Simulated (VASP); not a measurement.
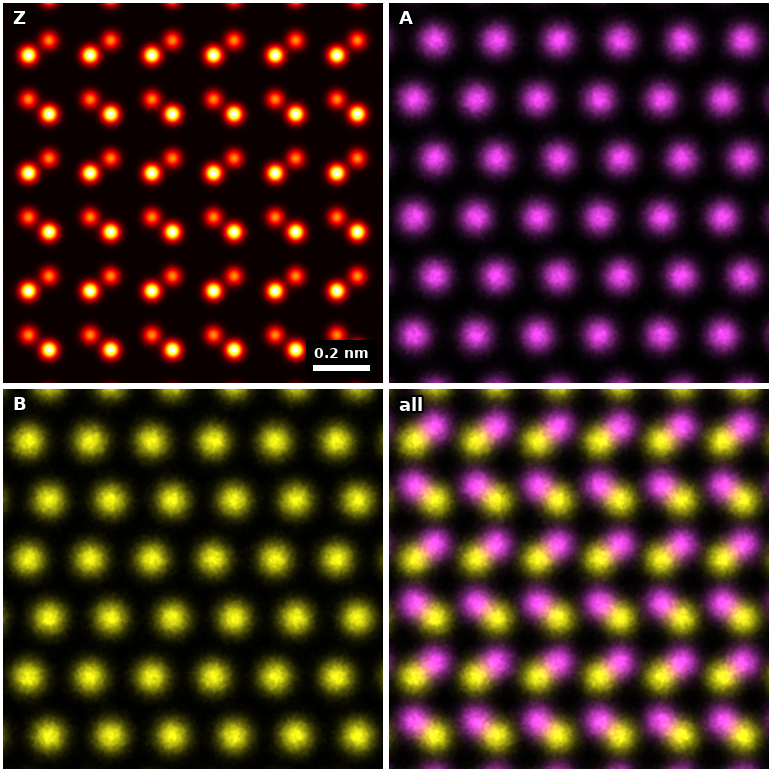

BN (P6_3mc, No. 186) along [100]. Panel Z: Simulated incoherent Z contrast: every atom adds Z^1.7 spread by a probe of 0.50 Å full width; channelling and multiple scattering are left out. The other panels are simulated element maps (the number of atoms of one element along the beam, blurred by 0.9 Å, with counting noise; each on its own scale, no channelling); the last overlays them. Structure used: a cell listed in the Materials Project, as set up for an electronic-structure calculation.

```
N B
1.0
     2.55394    0.00000    0.00000
    -1.27697    2.21178    0.00000
     0.00000    0.00000    4.22685
N B
2 2
Direct
  0.33333 0.66667 0.12528
  0.66667 0.33333 0.62528
  0.33333 0.66667 0.49972
  0.66667 0.33333 0.99972
```

Which element does each lettered map show?

Answer. A: B, B: N. The projected cell (2.21 × 4.23 Å, 90°) holds 4 columns: 2 of N and 2 of B. No column is shared by two of the mapped elements.
